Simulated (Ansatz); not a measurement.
## MnS (P6_3mc): the states at the Fermi level

```yaml
crystal:
  lattice:
    - [3.97600, 0.00000, 0.00000]
    - [-1.98800, 3.44332, 0.00000]
    - [0.00000, 0.00000, 6.43200]
  atoms:
    - { symbol: Mn, position: [0.33333, 0.66667, 0.00000] }
    - { symbol: Mn, position: [0.66667, 0.33333, 0.50000] }
    - { symbol: S, position: [0.33333, 0.66667, 0.38500] }
    - { symbol: S, position: [0.66667, 0.33333, 0.88500] }
```

Theory: DFT PBE, scalar-relativistic, plane waves, PAW; levels and slopes on a dense k mesh at the converged density in Ansatz 0.2.0. Collinear spin polarisation. k mesh for the levels: 30×30×16. Cell and positions as given, without relaxation.

### 1. The sheets

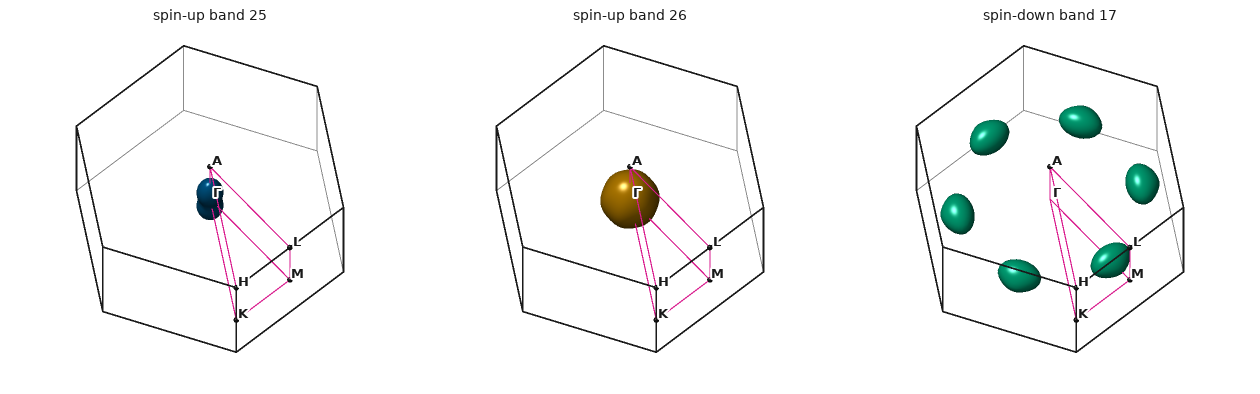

The figure shows the computed Fermi surface of this crystal. Each panel holds one band. The brighter face of a sheet looks towards empty states.

> Describe the Fermi surface sheet by sheet.

Three bands cross the Fermi level; this is a three-dimensional metal.

Spin-up band 25: one hole pocket centred at Γ (0.40 % of the zone).
Spin-up band 26: one hole pocket centred at Γ (1.7 % of the zone).
Spin-down band 17: six electron pockets on the Γ–M line (each 0.35 % of the zone), only 40 meV deep.
The shape of the surface of spin-down band 17 changes its kind within 0.04 eV of this level, so small parts may appear, vanish, join or separate.

> What does the calculation give for N(E_F) and the Drude plasma frequency?

The density of states at the Fermi level is 1.1 states/eV per primitive cell. The intraband plasma frequencies along the cartesian axes x, y and z of the cell as given are 0.73, 0.73 and 0.69 eV.

### 2. The two spins

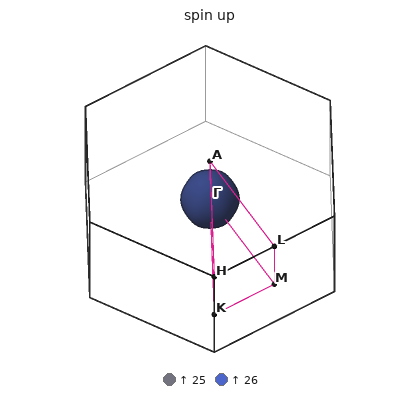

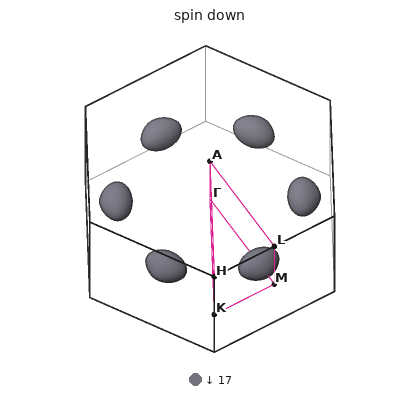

Spin-resolved Fermi surfaces of this crystal; the net moment is 10.0 μB per cell, and spin up is the majority channel.

> How do the two spin channels differ at the Fermi level?

Spin up has two and spin down one band crossing, with 0.22 and 0.89 states/eV per cell, so (N↑ − N↓)/(N↑ + N↓) = −0.60.

### 3. Weight on the atoms

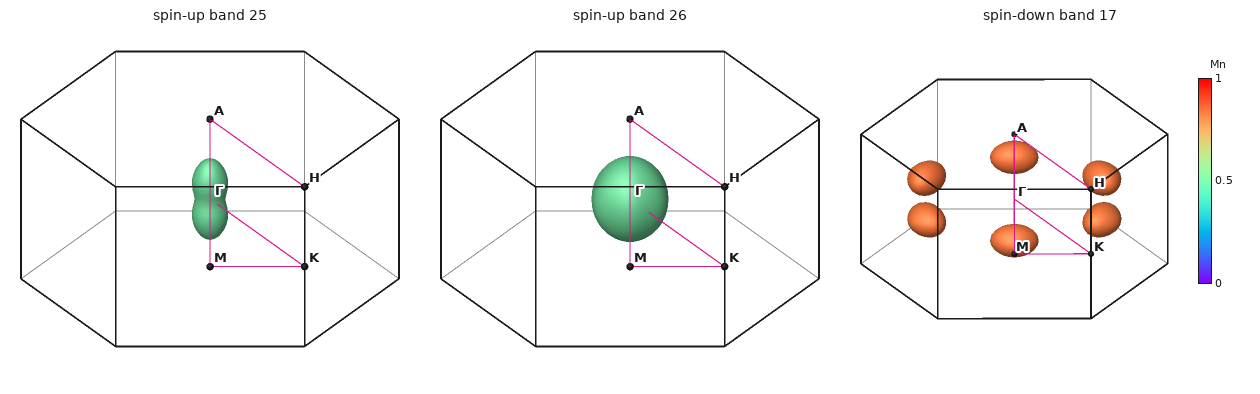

Fermi surface of this crystal, coloured by the weight of the states on Mn (Voronoi cells).

> On which elements do the states at the Fermi level lie?

Spin-up band 25: Mn (50 %) and S (50 %). Spin-up band 26: Mn (50 %) and S (50 %). Spin-down band 17: Mn (84 %) and S (16 %).

### 4. Cuts and bands

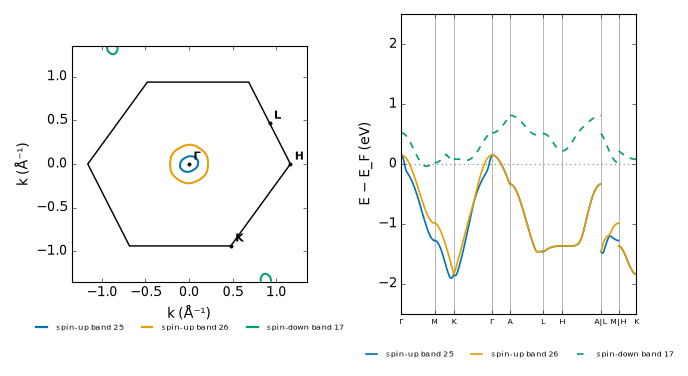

This crystal: cut through the Fermi surface in the plane through Γ, H and L, and the bands that cross the Fermi level.

> Give each band's level at the labelled points, in eV from the Fermi level.

| band | Γ | A | K | H | M | L |
| --- | --- | --- | --- | --- | --- | --- |
| spin-up band 25 | +0.15 | −0.34 | −1.84 | −1.37 | −1.28 | −1.46 |
| spin-up band 26 | +0.15 | −0.34 | −1.84 | −1.37 | −0.99 | −1.46 |
| spin-down band 17 | +0.52 | +0.81 | +0.08 | +0.22 | +0.02 | +0.51 |

Negative values are filled states.

Without a Hubbard term a metal in such a compound can be an artefact; the real solid may be a magnetic insulator. Another magnetic order may lie lower. The run ends with a net moment of 10.0 μB a cell, the order reached from its starting moments, not necessarily the lowest. This solution isn't shown to be the electronic ground state. Necks and pockets thinner than about two mesh steps aren't resolved, so separate pockets may in truth be joined.

Cost: 6.1 min on 1 thread of Arm Neoverse V1, with other jobs on the host, peak memory 1.7 GiB.
